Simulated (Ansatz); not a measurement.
# Generalised stacking fault on (110) of a LiCl-LiBr solid solution (56 atoms): support functions against a reference

Aim: test how closely localised support functions follow the reference on generalised stacking fault on (110) of a LiCl-LiBr solid solution (56 atoms), and at what cost. A setting counts as converged where the r.m.s. difference of forces stays under 1 % of the r.m.s. force.

Main program and level: Ansatz 0.2.0; Kohn-Sham DFT, PBE, PAW (set soft_2), plane waves.

## 1. Starting point

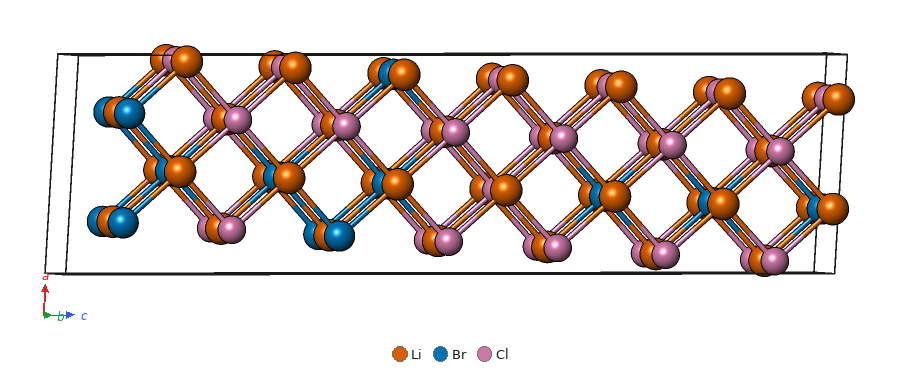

The cell as given, from the side, with the c axis across the page (lithium orange, bromine blue, chlorine pink). Some periodic images of atoms are drawn too.

The cell holds 56 atoms: 28 Li, 10 Br and 18 Cl. Its edges and angles: a = 7.448 Å, b = 5.266 Å, c = 26.313 Å, α = 90.0°, β = 86.6°, γ = 90.0°. It derives from LiCl and LiBr. Rock-salt LiCl lattice (a = 5.2663 Å, the value set for the mixture), cell with z along [110], 2 x 1 x 7 periods; the third cell vector is tilted by 0.417 of 1/2[1-10] and lengthened by 0.2 Å, so the cell holds one fault; displaced by a Gaussian of 0.01 Å; 10 of 28 Cl sites given to Br at random (lattice constant by Vegard's rule between LiCl and LiBr).

Limits known from the start: The cell is under 6 Å thick along one periodic direction, so every atom has periodic images of itself close by, which move with it and show among its neighbours and in g(r). The host structure and its lattice constant were typed by rule, without a check against the phase diagram.

## 2. Plane-wave single point

The first run uses the default basis; a harder plane-wave run follows as the reference for the support functions.

Input file input.yaml:

```yaml
crystal:
  lattice:
    - [7.44767, 0.0, 0.0]
    - [0.0, 5.2663, 0.0]
    - [1.55157, 0.0, 26.26686]
  atoms:
    - { symbol: Li, position: [0.79513, 0.00218, 0.992] }
    - { symbol: Br, position: [0.7351, 0.0014, 0.07085] }
    - { symbol: Li, position: [0.97089, 0.99891, 0.14148] }
    - { symbol: Cl, position: [0.70462, 0.00223, 0.21221] }
    - { symbol: Li, position: [0.94193, 0.00101, 0.28303] }
    - { symbol: Cl, position: [0.6754, 0.00063, 0.35393] }
    - { symbol: Li, position: [0.91005, 0.00064, 0.42515] }
    - { symbol: Cl, position: [0.64661, 0.00185, 0.49638] }
    - { symbol: Li, position: [0.88393, 0.00041, 0.56668] }
    - { symbol: Cl, position: [0.61826, 0.00094, 0.63754] }
    - { symbol: Li, position: [0.85374, 0.00077, 0.70841] }
    - { symbol: Cl, position: [0.58778, 0.99799, 0.77951] }
    - { symbol: Li, position: [0.82222, 0.9998, 0.85007] }
    - { symbol: Cl, position: [0.55808, 0.00101, 0.92026] }
    - { symbol: Li, position: [0.29498, 0.00418, 0.99257] }
    - { symbol: Br, position: [0.23618, 0.00428, 0.07067] }
    - { symbol: Li, position: [0.46944, 0.00107, 0.14098] }
    - { symbol: Cl, position: [0.20407, 0.00244, 0.2126] }
    - { symbol: Li, position: [0.4402, 0.00086, 0.28323] }
    - { symbol: Br, position: [0.1752, 0.99656, 0.35332] }
    - { symbol: Li, position: [0.41016, 0.00205, 0.42486] }
    - { symbol: Cl, position: [0.14831, 0.99816, 0.49573] }
    - { symbol: Li, position: [0.3823, 0.00032, 0.5666] }
    - { symbol: Cl, position: [0.11932, 0.00087, 0.63782] }
    - { symbol: Li, position: [0.35369, 0.99943, 0.70851] }
    - { symbol: Cl, position: [0.08774, 0.99911, 0.77891] }
    - { symbol: Li, position: [0.31874, 0.99848, 0.84995] }
    - { symbol: Cl, position: [0.05782, 0.99613, 0.92143] }
    - { symbol: Li, position: [0.23817, 0.5052, 0.07052] }
    - { symbol: Cl, position: [0.97345, 0.4995, 0.14101] }
    - { symbol: Li, position: [0.20622, 0.5011, 0.2122] }
    - { symbol: Cl, position: [0.94104, 0.50118, 0.28328] }
    - { symbol: Li, position: [0.17497, 0.49792, 0.35374] }
    - { symbol: Br, position: [0.90876, 0.49807, 0.42484] }
    - { symbol: Li, position: [0.14864, 0.49838, 0.49532] }
    - { symbol: Cl, position: [0.88163, 0.49676, 0.56652] }
    - { symbol: Li, position: [0.12043, 0.49957, 0.63784] }
    - { symbol: Cl, position: [0.85104, 0.50368, 0.70815] }
    - { symbol: Li, position: [0.08774, 0.50033, 0.77933] }
    - { symbol: Cl, position: [0.82377, 0.49983, 0.85063] }
    - { symbol: Li, position: [0.05648, 0.50126, 0.92124] }
    - { symbol: Cl, position: [0.79494, 0.50093, 0.99157] }
    - { symbol: Li, position: [0.73639, 0.50282, 0.07082] }
    - { symbol: Br, position: [0.46966, 0.50002, 0.14193] }
    - { symbol: Li, position: [0.70577, 0.49862, 0.21185] }
    - { symbol: Br, position: [0.44126, 0.50284, 0.28276] }
    - { symbol: Li, position: [0.67741, 0.49897, 0.3542] }
    - { symbol: Br, position: [0.40963, 0.50279, 0.42484] }
    - { symbol: Li, position: [0.64737, 0.49823, 0.49621] }
    - { symbol: Cl, position: [0.38063, 0.49874, 0.56729] }
    - { symbol: Li, position: [0.61715, 0.49871, 0.6377] }
    - { symbol: Br, position: [0.35223, 0.49958, 0.70849] }
    - { symbol: Li, position: [0.58748, 0.50001, 0.77954] }
    - { symbol: Br, position: [0.32065, 0.50152, 0.85002] }
    - { symbol: Li, position: [0.55706, 0.49745, 0.92088] }
    - { symbol: Br, position: [0.29243, 0.50399, 0.99235] }
kpoints:
  mp_grid: { grid: [2, 3, 1] }
hamiltonian:
  xc: pbe
scf:
  occupations: { method: fermi_dirac, width: 0.025 }
output:
  forces: true
  stress: true
  populations: true
  dos:
    method: { smearing: { sigma: 0.08 } }
    de: 0.1
    projected: { site_lists: { Br: [Br], Cl: [Cl], Li: [Li] } }
  eigenvalues: true
  write_density: true
  write_potential: true
  volumetric_format: npy
  elf: true
```

Command:

```console
> ansatz run input.yaml --threads 4 --pin off --max-ram 8192MiB --backend cpu --events-out ev --progress --plain --runs-dir out
```

Numbers of over 12 decimals in the logs are rounded to 6 here.

Log:

```text
Engine: ansatz 0.2.0, x86_64-unknown-linux-gnu
Pseudopotentials: kind: paw
Pseudopotential: Li, paw, valence charge 3, recommended cutoff 420 eV (normal), Li.paw.azcp
Pseudopotential: Br, paw, valence charge 7, recommended cutoff 420 eV (normal), Br.paw.azcp
Pseudopotential: Cl, paw, valence charge 7, recommended cutoff 420 eV (normal), Cl.paw.azcp
[... 5 lines on functional and potentials left out ...]
Crystal: 56 atoms, lattice volume = 1030.230 Å³
Basis set: ecut = 420 eV, 20169 PW (Γ), exchange–correlation on 100×72×360 points (8 copies of the dense FFT grid, shifted against one another)
Bands: 196, of which v1, the nominal top of the filled ones, is band 140 counted from 1 (139 counted from 0)
Symmetry: 1 space group operations
Space group: P1 (ITA 1), of the structure as read, at distance tolerance 1.0e-4 Å
k-points: 4 of 6 (time reversal used)
[... 7 lines on functional and potentials left out ...]
Initial density: superposition of atomic densities (neutral atoms: chi_scale 0, normalization atom), corrected by the library's trained network
Initial wavefunctions: pseudopotential atomic-orbital guess
Functional: x = pbe(κ = 0.804, μ = 0.219515), c = pbe(β = 0.066725)
SCF iter   1: F=—  HF=-53088.126459 eV  |F-HF|=—  |Δ(HF+E_count)|=         —  Δρ=3.80e-4  dr2=7.09e-3  ethr=1.77e-3  ⟨swp⟩=8.2  Hψ=3881  notcnv=0  defer=123
preconditioner: auto → Resta (q_TF=auto, 2.196 Å⁻¹)  ε∞=2.9  [insulator: Δε(μ)=5.272 eV  Ē_g=12.507 eV  σ=0.025 eV  W_gap=1.00  n_scr=186 (ndim 8)  ℏωp=17.3 eV  f_vac=0.002  D(μ)=0.00/eV (n_scr^D=0)  ε∞_Penn≈2.9]
SCF iter   2: F=—  HF=-53088.119841 eV  |F-HF|=—  |Δ(HF+E_count)|=   6.62e-3  Δρ=2.85e-4  dr2=3.13e-3  ethr=2.53e-6  ⟨swp⟩=3.2  Hψ=1764  notcnv=0  defer=165
SCF iter   3: F=—  HF=-53088.118821 eV  |F-HF|=—  |Δ(HF+E_count)|=   1.02e-3  Δρ=1.06e-4  dr2=5.05e-4  ethr=1.12e-6  ⟨swp⟩=2.0  Hψ=930  notcnv=0  defer=165
SCF iter   4: F=—  HF=-53088.118729 eV  |F-HF|=—  |Δ(HF+E_count)|=   9.19e-5  Δρ=6.30e-5  dr2=1.03e-4  ethr=1.80e-7  ⟨swp⟩=2.0  Hψ=809  notcnv=0  defer=165
SCF iter   5: F=—  HF=-53088.118689 eV  |F-HF|=—  |Δ(HF+E_count)|=   3.91e-5  Δρ=1.39e-5  dr2=6.24e-6  ethr=3.68e-8  ⟨swp⟩=2.0  Hψ=920  notcnv=0  defer=165
SCF iter   6: F=—  HF=-53088.118024 eV  |F-HF|=—  |Δ(HF+E_count)|=   6.66e-4  Δρ=9.99e-6  dr2=1.30e-6  ethr=2.23e-9  ⟨swp⟩=2.0  Hψ=1344  notcnv=0  defer=197
SCF iter   7: F=—  HF=-53088.118024 eV  |F-HF|=—  |Δ(HF+E_count)|=   5.64e-7  Δρ=2.81e-6  dr2=1.18e-7  ethr=4.64e-10  ⟨swp⟩=2.0  Hψ=916  notcnv=0  defer=197
SCF iter   8: F=-53088.118024 eV  HF=-53088.118024 eV  |F-HF|=3.42e-10  |Δ(HF+E_count)|=   7.06e-9  Δρ=5.19e-7  dr2=4.24e-9  ethr=3.57e-11  ⟨swp⟩=28.2  Hψ=7911  notcnv=0
SCF 1 converged in 8 iterations: F = -53088.118024 eV  dr2 = 4.24e-9
  greatest PAW one-centre occupation: 1.000 electrons in one spin orbital (limit 2), on the Li atom at site 28 (counted from 0), in its partial waves of l = 0
SCF converged after 8 iterations
Free energy (F): -53088.118024 eV
Harris-Foulkes:  -53088.118024 eV  (|F-HF|=3.42e-10)
Internal energy: -53088.118024 eV  (E = F + TS)
E sigma→0 (E₀):  -53088.118024 eV
Fermi energy:    4.819309 eV
--- Per-component energies (eV) ---
  E_band       = -2897.690718
  E_kinetic    = 4872.710972
  E_local      = -9217.205769  (includes V_loc(G=0)·N_el)
  E_nonlocal   = 289.173992
  E_hartree    = 2614.018032
  E_xc         = -4899.199367
  E_vxc        = -3652.233039  (∫ρ·V_xc dr)
  E_paw        = -34923.549469  (= ΣΔE_a)
  E_vpaw       = -418.176330  (= ΣTr[D̂ρ^β])
  E_aug_tail   = 0.002043  (compensation charges beyond the density's cutoff)
  E_ewald      = -11824.068459
  E_smearing   = -0.000000  (= −TS)
  E_closure    = -0.000000  (closes the sum)
  Σ components = -53088.118024   (vs F -53088.118024, Δ=0.00e0)
--- Forces (eV/Å), atoms counted from 1 ---
  atom   1  Li     0.28071621    -0.00007301    -2.14995708
  atom   2  Br    -0.32362912    -0.01256531     2.02055056
  atom   3  Li    -0.00182215     0.00752224     0.17976667
  atom   4  Cl     0.08241430    -0.01450475     0.02094639
  atom   5  Li    -0.14656920    -0.00044609    -0.14445153
  atom   6  Cl     0.02488139     0.00775064    -0.00782896
  atom   7  Li    -0.11907307    -0.01884027     0.11126596
  atom   8  Cl    -0.00405250    -0.02836598     0.02934018
  atom   9  Li    -0.01301957     0.00018532     0.01337827
  atom  10  Cl     0.02706318    -0.01293698    -0.02081246
  atom  11  Li    -0.01286855    -0.00487255    -0.01207017
  atom  12  Cl     0.05881101     0.03284435    -0.00350191
  atom  13  Li    -0.00817923    -0.00188186     0.00714857
  atom  14  Cl     0.05579523     0.01018058     0.15330484
[...]
atom  55  Li     0.24580878     0.00750015     0.07292651
  atom  56  Br     0.42812095    -0.03397855    -2.43770811
  max |Σ_I F_I| component: 1.53e-4 eV/Å
--- Stress (GPa, compression-positive) ---
        0.698968      -0.003647      -0.380494
       -0.003647       0.754879       0.001502
       -0.380496       0.001502       2.504300
  P = ⅓ Tr σ = 1.3194 GPa (13.194 kbar)
--- Band table (eV) ---
  k-point 0: bands = ["-42.1318", "-42.1234", "-42.1193", "-42.1163", [... 180 levels ...], "10.9414", "11.1865", "11.2099", "11.2198", "11.2530", "11.2893", "11.3036", "11.3709", "11.4209", "11.4582", "11.4978", "11.5122"]
[...]
--- Löwdin populations: 56 sites ---
  site symbol       q [e]
     0     Li      2.3228
     1     Br      7.5613
     2     Li      2.3400
[...]
55     Br      7.5612
  spilling = 0.006225 (of n_electrons = 280.000000)
```

It took 21 s on 4 threads of Intel Xeon 6975P-C (Granite Rapids), shared host; peak memory 3 GiB.

Read from the output:

* free energy: -53088.1180 eV
* free energy per atom: -948.0021 eV/atom
* SCF cycles: 8
* pressure: 1.319 GPa
* r.m.s. force component: 0.457 eV/Å
* longest force: 2.475 eV/Å
* Fermi energy: 4.819 eV
* gap (highest filled to lowest empty level): 5.346 eV
* spilling of the projection: 0.006225

The r.m.s. force component of 0.46 eV/Å and the pressure of 1.3 GPa set the scale for the differences below.

## 3. Plane waves at 750 eV (750 eV)

A harder cutoff gives the support functions a reference with less basis error.

input.yaml, the sections that differ from step 2:

```yaml
output:
  forces: true
  eigenvalues: true
basis:
  ecutwfc: "750 eV"
# crystal, kpoints, hamiltonian, scf: as in step 2
```

Log:

```text
[...]
Crystal: 56 atoms, lattice volume = 1030.230 Å³
Basis set: ecut = 750 eV, 48089 PW (Γ), exchange–correlation on 144×96×480 points (8 copies of the dense FFT grid, shifted against one another)
Bands: 196, of which v1, the nominal top of the filled ones, is band 140 counted from 1 (139 counted from 0)
Symmetry: 1 space group operations
[...]
k-points: 4 of 6 (time reversal used)
[...]
SCF iter   1: F=—  HF=-53088.139082 eV  |F-HF|=—  |Δ(HF+E_count)|=         —  Δρ=3.84e-4  dr2=7.05e-3  ethr=1.77e-3  ⟨swp⟩=8.5  Hψ=4025  notcnv=0  defer=128
[...]
SCF iter   3: F=—  HF=-53088.132234 eV  |F-HF|=—  |Δ(HF+E_count)|=   1.03e-3  Δρ=1.08e-4  dr2=5.03e-4  ethr=1.12e-6  ⟨swp⟩=2.0  Hψ=930  notcnv=0  defer=32
automatic band count: iteration 3 solves 162 bands in place of 196: the levels show a gap, and the empty bands left out lie too high to hold charge; the band table lists the bands solved (type scf.n_extra_bands for more)
SCF iter   4: F=—  HF=-53088.132156 eV  |F-HF|=—  |Δ(HF+E_count)|=   7.79e-5  Δρ=6.36e-5  dr2=1.04e-4  ethr=1.80e-7  ⟨swp⟩=2.0  Hψ=809  notcnv=0  defer=32
[...]
SCF iter   7: F=-53088.132762 eV  HF=-53088.132762 eV  |F-HF|=2.85e-8  |Δ(HF+E_count)|=   6.25e-8  Δρ=1.78e-6  dr2=5.50e-8  ethr=3.57e-11  ⟨swp⟩=14.5  Hψ=3704  notcnv=0
SCF 1 converged in 7 iterations: F = -53088.132762 eV  dr2 = 5.50e-8
[...]
SCF converged after 7 iterations
Free energy (F): -53088.132762 eV
[...]
Internal energy: -53088.132762 eV  (E = F + TS)
E sigma→0 (E₀):  -53088.132762 eV
Fermi energy:    4.819125 eV
[...]
Σ components = -53088.132762   (vs F -53088.132762, Δ=0.00e0)
--- Forces (eV/Å), atoms counted from 1 ---
  atom   1  Li     0.28073242    -0.00009168    -2.15013199
  atom   2  Br    -0.32371455    -0.01255329     2.02062247
  atom   3  Li    -0.00182417     0.00753868     0.17981444
  atom   4  Cl     0.08237220    -0.01450695     0.02093814
[...]
atom  56  Br     0.42813437    -0.03395734    -2.43778358
  max |Σ_I F_I| component: 8.72e-6 eV/Å
--- Band table (eV) ---
[...]
```

Run time: 22 s. Hardware: 4 threads; peak memory 5.8 GiB.

The program notes that it cut back its work space to fit the memory limit.

Forces differ from the reference by 0.036 meV/Å r.m.s., 0.008 % of their size, well within a tolerance of 1 %; the energy by -0.26 meV/atom.

## 4. Support functions medium

With localised support functions most steps grow linearly with size, though the diagonalisation grows faster unless the density matrix is cut; this run measures error and cost at this size. The level medium gives here a grid of 36×24×120 points and a radius of 3.97 Å. Besides, the program derives a nominal cutoff of 420 eV for this run, against the reference's 750.

This step: Kohn-Sham DFT, PBE, PAW (set soft_2), localised support functions (medium) (Ansatz 0.2.0).

input.yaml, the sections that differ from step 3:

```yaml
scf:
  occupations: { method: fermi_dirac, width: 0.025 }
  eigensolver: { kind: { support_functions: { accuracy: medium } } }
  mixing: { beta: 0.2 }
  max_iter: 150
output:
  forces: true
# crystal, kpoints, hamiltonian: as in step 3
# basis: removed
```

Log:

```text
Warning: scf.eigensolver.kind.support_functions: disabling space-group detection — the functions' gradient is summed over unrotated k-points, so no spatial operation reduces the k-mesh or symmetrises the density; time reversal is kept, so that k and −k are solved as one point where they differ and the mesh holds both, and exact exchange and, on two spinor components, a DFT+U term hold to it where the run has them: [...]
settings of this run that can trade accuracy for cost: scf.eigensolver.kind.support_functions [...]
[...]
Crystal: 56 atoms, lattice volume = 1030.230 Å³
Basis set: ecut = 420 eV, 20169 PW (Γ), exchange–correlation on 100×72×360 points (8 copies of the dense FFT grid, shifted against one another)
Bands: 168, of which v1, the nominal top of the filled ones, is band 140 counted from 1 (139 counted from 0)
Symmetry: 1 space group operations
k-points: 4 of 6 (time reversal used)
[...]
Eigensolver: Support functions (medium, 36×24×120 points, laid for a spacing of at most 0.228497 Å, radius 3.967916 Å, 3 species' potentials softened for the grid, 3 wholly corrected for its errors in the mean over positions, 3 with the egg-box correction, energy correction by stochastic trace)
[...]
SCF iter   1: F=—  HF=-53084.996640 eV  |F-HF|=—  |Δ(HF+E_count)|=         —  Δρ=2.54e-2  dr2=6.75e0  ethr=1.00e-1
[...]
SCF iter  17: F=—  HF=-53088.126255 eV  |F-HF|=—  |Δ(HF+E_count)|=   3.66e-7  Δρ=1.30e-5  dr2=1.96e-6  ethr=1.03e-9  κ⁻¹=1.0e0(r=1)
SCF iter  18: F=-53088.126254 eV  HF=-53088.126254 eV  |F-HF|=9.70e-8  |Δ(HF+E_count)|=   6.32e-7  Δρ=1.67e-6  dr2=1.51e-7  ethr=6.99e-10
SCF 1 converged in 18 iterations: F = -53088.132027 eV  dr2 = 1.51e-7
[...]
SCF converged after 18 iterations
Stability not checked: this state was not tested for a lower state beside it, because the mixer in use, unlike msr1, does not test its closes by its own steps (another_mixer; see scf.mixing.algorithm and scf.lower_state_search)
Free energy (F): -53088.132027 eV
[...]
Internal energy: -53088.132027 eV  (E = F + TS)
E sigma→0 (E₀):  -53088.132027 eV
Fermi energy:    4.819360 eV
[...]
Σ components = -53088.132027   (vs F -53088.132027, Δ=0.00e0)
--- Forces (eV/Å), atoms counted from 1 ---
  atom   1  Li     0.28082915    -0.00009784    -2.15032925
  atom   2  Br    -0.32365686    -0.01259342     2.02090849
  atom   3  Li    -0.00190005     0.00752663     0.18011103
  atom   4  Cl     0.08247850    -0.01451257     0.02105027
[...]
atom  56  Br     0.42804479    -0.03395336    -2.43781051
  max |Σ_I F_I| component: 1.83e-3 eV/Å
--- Band table (eV) ---
[...]
guard bands above this table: 24 of the run's 168 bands (output.publish_guard_bands: true publishes all)
[...]
```

It took 46 s on 4 threads; peak memory 2.1 GiB.

The program notes that the band table was not solved further than the SCF left it and it switched symmetry off.

Keys that differ from the reference: basis.ecutwfc removed, support_functions.accuracy = "medium", scf.max_iter = 150 and scf.mixing.beta = 0.2.

Forces differ from the reference by 0.1 meV/Å r.m.s., 0.022 % of their size, well within a tolerance of 1 %. It took 2.2 times the reference's time (shared host, so rough).

## 5. Support functions low

The level low is asked for. Here it resolves to the same grid and radius as in the run with support functions medium, so the basis is not new. Besides, the program derives a nominal cutoff of 420 eV for this run, against the reference's 750.

This step: Kohn-Sham DFT, PBE, PAW (set soft_2), localised support functions (low) (Ansatz 0.2.0).

input.yaml, the sections that differ from step 4:

```yaml
scf:
  occupations: { method: fermi_dirac, width: 0.025 }
  eigensolver: { kind: { support_functions: { accuracy: low } } }
  mixing: { beta: 0.2 }
  max_iter: 150
# crystal, kpoints, hamiltonian, output: as in step 4
```

Log:

```text
[...]
Crystal: 56 atoms, lattice volume = 1030.230 Å³
Basis set: ecut = 420 eV, 20169 PW (Γ), exchange–correlation on 100×72×360 points (8 copies of the dense FFT grid, shifted against one another)
Bands: 168, of which v1, the nominal top of the filled ones, is band 140 counted from 1 (139 counted from 0)
Symmetry: 1 space group operations
k-points: 4 of 6 (time reversal used)
[...]
Eigensolver: Support functions (low, 36×24×120 points, laid for a spacing of at most 0.228497 Å, radius 3.967916 Å, 3 species' potentials softened for the grid, 3 wholly corrected for its errors in the mean over positions, 3 with the egg-box correction, energy correction by stochastic trace)
[...]
SCF iter   1: F=—  HF=-53084.996640 eV  |F-HF|=—  |Δ(HF+E_count)|=         —  Δρ=2.54e-2  dr2=6.75e0  ethr=1.00e-1
[...]
SCF iter  14: F=—  HF=-53088.125721 eV  |F-HF|=—  |Δ(HF+E_count)|=   3.21e-4  Δρ=4.99e-5  dr2=2.28e-5  ethr=1.64e-8  κ⁻¹=6.1e-6(r=7)
SCF iter  15: F=-53088.126006 eV  HF=-53088.126004 eV  |F-HF|=1.42e-6  |Δ(HF+E_count)|=   2.83e-4  Δρ=1.52e-5  dr2=2.88e-6  ethr=8.15e-9
SCF 1 converged in 15 iterations: F = -53088.132016 eV  dr2 = 2.88e-6
[...]
SCF converged after 15 iterations
[...]
Free energy (F): -53088.132016 eV
[...]
Internal energy: -53088.132016 eV  (E = F + TS)
E sigma→0 (E₀):  -53088.132016 eV
Fermi energy:    4.819388 eV
[...]
Σ components = -53088.132016   (vs F -53088.132016, Δ=0.00e0)
--- Forces (eV/Å), atoms counted from 1 ---
  atom   1  Li     0.28084829    -0.00010568    -2.15026990
  atom   2  Br    -0.32366733    -0.01258659     2.02074031
  atom   3  Li    -0.00190527     0.00752264     0.18019029
  atom   4  Cl     0.08239619    -0.01450447     0.02098542
[...]
atom  56  Br     0.42803828    -0.03393576    -2.43761661
  max |Σ_I F_I| component: 2.43e-3 eV/Å
--- Band table (eV) ---
[...]
```

Run time: 44 s. Hardware: 4 threads; peak memory 2.1 GiB.

Keys that differ from the reference: basis.ecutwfc removed, support_functions.accuracy = "low", scf.max_iter = 150 and scf.mixing.beta = 0.2.

Forces differ from the reference by 0.11 meV/Å r.m.s., 0.025 % of their size, well within a tolerance of 1 %. It took 2.0 times the reference's time (shared host, so rough).

[end of part 1 of 4]

[Logs are printed without paths, hosts, clocks, repeated set-up lines and the standing remarks that a program may print on its own settings, such as how far it seeks lower states.]

[Hosts, paths, dates, database ids (printed as entryN), source tags and the programs' standing remarks are cut or masked in the printed files.]
